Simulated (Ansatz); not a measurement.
Cu6Cl (slab)

Input file:

```
crystal:
  lattice:
    - [5.0393684366, 0.0, 0.0]
    - [-2.5196842183, 4.3642210851, 0.0]
    - [0.0, 0.0, 24.1127270985]
  atoms:
    - { symbol: Cu, position: [0.3333333333, 0.1666666667, 0.3317749986] }
    - { symbol: Cu, position: [0.3333333333, 0.6666666667, 0.3317749986] }
    - { symbol: Cu, position: [0.8333333333, 0.1666666667, 0.3317749986] }
    - { symbol: Cu, position: [0.8333333333, 0.6666666667, 0.3317749986] }
    - { symbol: Cu, position: [0.6666666667, 0.3333333333, 0.4176965048] }
    - { symbol: Cu, position: [0.6666666667, 0.8333333333, 0.4176965048] }
    - { symbol: Cu, position: [0.1666666667, 0.3333333333, 0.4176965048] }
    - { symbol: Cu, position: [0.1666666667, 0.8333333333, 0.4176965048] }
    - { symbol: Cu, position: [0.0, 0.5, 0.5036162783] }
    - { symbol: Cu, position: [0.0, 0.0, 0.5036162783] }
    - { symbol: Cu, position: [0.5, 0.5, 0.5036162783] }
    - { symbol: Cu, position: [0.5, 0.0, 0.5036162783] }
    - { symbol: Cl, position: [0.3333333333, 0.1666666667, 0.6097842779] }
    - { symbol: Cl, position: [0.3333333333, 0.1666666667, 0.692649231] }
basis:
  ecutwfc: 420
kpoints:
  mp_grid: { grid: [4, 4, 1] }
hamiltonian:
  xc: pbe
  dispersion: d3bj
scf:
  occupations: { method: gaussian, width: 0.1 }
output:
  forces: true
  eigenvalues: true
  write_density: true
  write_potential: true
  elf: true
  volumetric_format: npy
relax:
  adjacent_minimum: "off"
  f_tol: 0.04
  max_steps: 100
  constraints: [{ sites: [0, 1, 2, 3] }]
efield:
  axis: 3
  dipole_correction: true
  ramp_width: 0.04
```

Command:

```sh
ansatz run input.yaml --threads 4 --pin off --max-ram 10240MiB --backend cpu --events-out ev --progress --plain --runs-dir out
```

The fields are those of the run's last geometry, not of the input's.

Computed without spin polarisation.

Computed with DFT PBE+D3(BJ), scalar-relativistic, plane waves, PAW in Ansatz.

The density is the valence pseudo-density of a PAW calculation; it isn't the true density close to the nuclei.

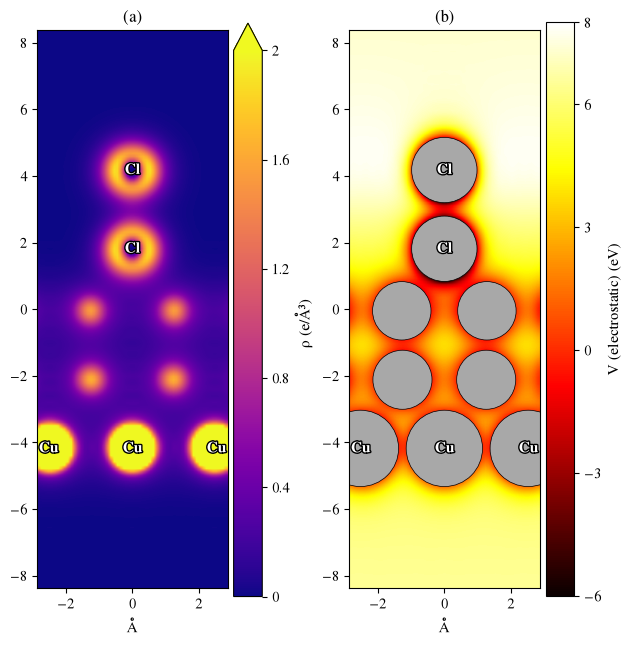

Figure 1. (a) valence pseudo-density; (b) electrostatic potential (local pseudopotential plus Hartree) felt by an electron on the (100) plane of the calculation cell, a cut from vacuum to vacuum. Grey discs cover the atomic cores in the potential map.

Q: Interpret the plot.

A:
- The plane passes through Cu and Cl nuclei.
- Atoms just off the plane (Cu, 0.7 Å away) can leave unmarked features too.
- Cl–Cl (2.36 Å): the density is about 0.5 e/Å³ at the midpoint.
- The density dies away to nearly zero in the vacuum.

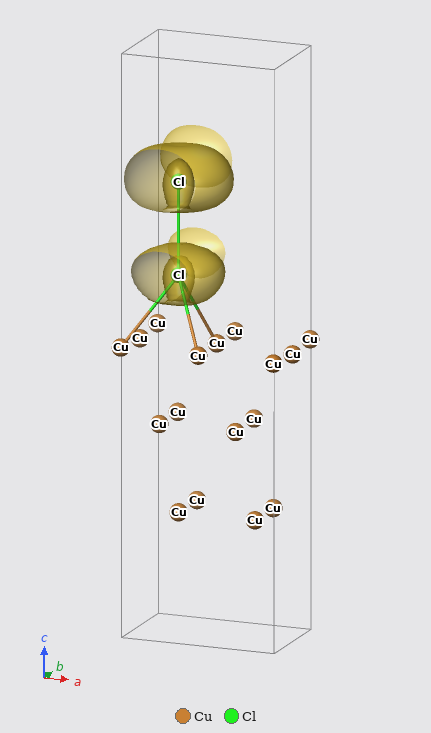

Figure 2. Isosurface of the ELF at 0.75 (yellow), seen slightly off an axis. Only the valence region is drawn (cores and ρ < 0.01 e/Å³ removed). Sticks mark near contacts.

Q: Identify the bonds, lone pairs and shells in this picture.

A: The surface consists of two regions wrapped around Cl (the valence shell of each), counted in one cell of 14 atoms. Counts are for one cell; the picture repeats the cell along the surface. Along the contacts the grid gives the following. Cl–Cl (2.36 Å): the ELF peaks at about 0.80 in the valence shell of Cl, 0.7 Å from its nucleus, and drops to about 0.40 between the two atoms. Cu–Cl (2.38 Å): the ELF peaks at about 0.80 in the valence shell of Cl, 0.7 Å from its nucleus, and is about 0.30 at the midpoint.

Q: Does the calculation give a band gap?

A: It is gapless in this calculation (a metal or semimetal).
